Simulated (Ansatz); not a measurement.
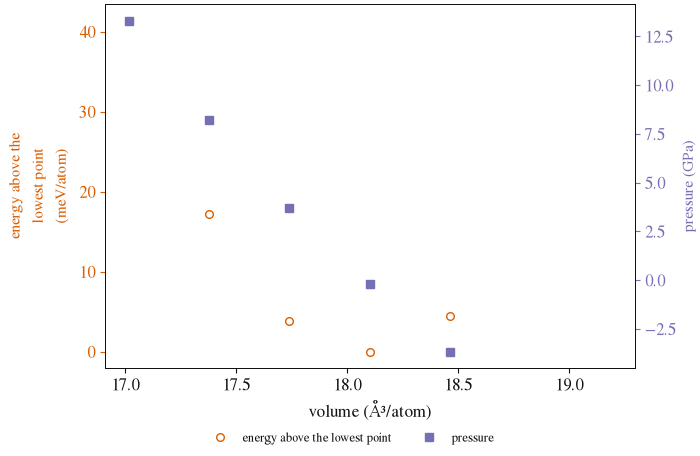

The plot gives the computed energy above the lowest point and pressure against volume for Pt, space group Pm-3m (No. 221) (one of a set of cubic test structures, which need not be the stable phase).

How it was computed, with Ansatz 0.2.0 development build: equation of state of a cubic crystal from periodic Kohn-Sham density functional theory without spin, third-order Birch-Murnaghan fit to the free energies; pressure corrected for the finite basis. Level: PBE.

| setting | value |
| --- | --- |
| structure type | simple cubic |
| atoms in cell | 1 |
| space group number | 221 |
| lattice centring | simple cubic |
| k mesh | 21×21×21 |
| occupation method | Fermi–Dirac |
| occupation width | 0.06123 eV |
| wave cutoff | 570 eV |
| datasets | hand-made PAW |
| density tolerance | 1e−09 eV |
| bands | 13 |
| density cutoff ratio | 4 |
| search for lower states | default |

The points at volume 18.83 Å³/atom and 19.19 Å³/atom are left out of the plot. What values does the calculation give there?

```json
{"volume (Å³/atom)": "18.83", "energy above the lowest point (meV/atom)": "16.3", "pressure (GPa)": "-6.7"}
{"volume (Å³/atom)": "19.19", "energy above the lowest point (meV/atom)": "34.5", "pressure (GPa)": "-9.3"}
```

Keep in mind: cubic model structure, not the ambient form; modest k-mesh, values are not fully converged in k.
